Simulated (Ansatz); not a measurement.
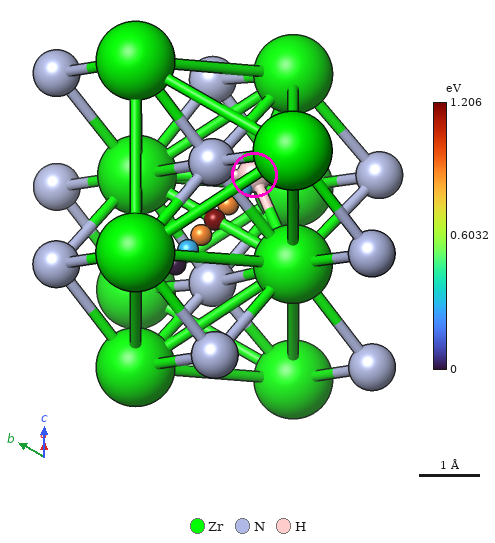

A nudged-elastic-band calculation for a defect cell of composition Zr₈HN₈ (17 atoms in the cell). Images are numbered from 0 (start) to 6 (end). The start is drawn whole; smaller spheres mark the moving atoms (H) in the later images, joined by lines and coloured by the energy of the image relative to the start. A ball-and-stick model of the atoms within 4.1 Å of the middle of the path, seen from a free direction. The moving atom is ringed, with any periodic copies. Bonds to atoms that aren't drawn are left out.

Theory: DFT PBE, scalar-relativistic, plane waves, PAW in Ansatz 0.2.0.

The input:
```yaml
crystal:
  lattice:
    - [4.5945978679, 0.0, -4.5945978679]
    - [0.0, 4.5945978679, -4.5945978679]
    - [4.5945978679, 4.5945978679, 0.0]
  atoms:
    - { symbol: Zr, position: [0.2489200057, 0.2489303032, 0.7489373031] }
    - { symbol: Zr, position: [0.2489125441, 0.248923944, 0.2504038026] }
    - { symbol: Zr, position: [0.2489227849, 0.7503697977, 0.7489393586] }
    - { symbol: Zr, position: [0.2449848085, 0.7507332075, 0.2507214695] }
    - { symbol: Zr, position: [0.7503222727, 0.2489454958, 0.7489514929] }
    - { symbol: Zr, position: [0.7507642361, 0.2449048447, 0.250746307] }
    - { symbol: Zr, position: [0.7507780782, 0.7507700766, 0.7448539477] }
    - { symbol: Zr, position: [0.7507680423, 0.7507606449, 0.250750327] }
    - { symbol: "N", position: [0.0064006606, 0.4779802195, 0.5063921647] }
    - { symbol: "N", position: [-0.0028329362, 0.4999991054, 1.2127e-06] }
    - { symbol: "N", position: [0.0064014965, 1.0063941942, 0.5063911317] }
    - { symbol: "N", position: [0.0064005552, 1.0063914549, -0.0220153363] }
    - { symbol: "N", position: [0.5000011397, 0.4999997733, 0.4971675667] }
    - { symbol: "N", position: [0.4999988603, 0.5000002267, -2.0114e-06] }
    - { symbol: "N", position: [0.4779652828, 1.0063987479, 0.5064028617] }
    - { symbol: "N", position: [0.4999978039, 0.9971706685, -1.2127e-06] }
    - { symbol: H, position: [0.8742604312, 0.8742945266, 0.3743146445] }
basis:
  ecutwfc: 420
  xc_grid: 2
kpoints:
  mp_grid: { grid: [4, 4, 4], shift: [0.0, 0.0, 0.0] }
hamiltonian:
  xc: pbe
scf:
  occupations: { method: gaussian, width: 0.1 }
output:
  forces: true
neb:
  images: 5
  f_tol: 0.05
  max_iterations: 70
  order_check: false
  final_atoms:
    - { symbol: Zr, position: [0.2510626969, 0.246787612, 0.7510696968] }
    - { symbol: Zr, position: [0.2551460523, 0.2464021025, 0.2492299234] }
    - { symbol: Zr, position: [0.2510485071, 0.7482192615, 0.7510545042] }
    - { symbol: Zr, position: [0.2510606414, 0.7482319411, 0.2496302023] }
    - { symbol: Zr, position: [0.749253693, 0.2464153878, 0.7550951553] }
    - { symbol: Zr, position: [0.7492785305, 0.2464394855, 0.2492667925] }
    - { symbol: Zr, position: [0.7495961974, 0.7482402907, 0.751076056] }
    - { symbol: Zr, position: [0.749249673, 0.7522790143, 0.2492393551] }
    - { symbol: "N", position: [-1.2127e-06, 0.497167382, 0.5000008946] }
    - { symbol: "N", position: [1.2127e-06, 0.4971672597, 0.0028293315] }
    - { symbol: "N", position: [2.0114e-06, 0.9999970756, 0.4999997733] }
    - { symbol: "N", position: [0.0220153363, 0.9907766738, -0.0063914549] }
    - { symbol: "N", position: [0.5028324333, 0.4971684797, 0.5000002267] }
    - { symbol: "N", position: [0.4936088683, 0.5191868224, -0.0063941942] }
    - { symbol: "N", position: [0.4936078353, 0.9907730448, 0.5220197805] }
    - { symbol: "N", position: [0.4935971383, 0.9907668923, -0.0063987479] }
    - { symbol: H, position: [0.6256853555, 1.1228696023, 0.1257054734] }
```

Launched with:
```bash
ansatz run input.yaml --threads 4 --pin off --max-ram 10240MiB --backend cpu --events-out ev --progress --plain --runs-dir out
```

Describe the path and its energy.

Answer. The H atom travels furthest, 2.28 Å from end to end, along [−1 1 −1], on a straight line. At the highest image its nearest neighbour (Zr) is 1.71 Å away, against 1.97 Å at the start, and the surrounding atoms stand up to 0.11 Å off the mean of their end positions. The barrier is about 1.21 eV in both directions, with image 3 at the top; the ends have the same energy. The band converged in 4 iterations. The largest component of the band force went from 1.5 to 0.038 eV/Å. The climbing image converged on the top of the path. Its curvatures weren't checked.

Limits of the set-up: the cell has an odd number of electrons but was run without spin polarisation; the periodic images lie only 6.5 Å apart, so the values are limited by the cell's size.

Cost: 14 min on 4 threads of Arm Neoverse N1, on a shared host, peak memory 2.8 GiB.
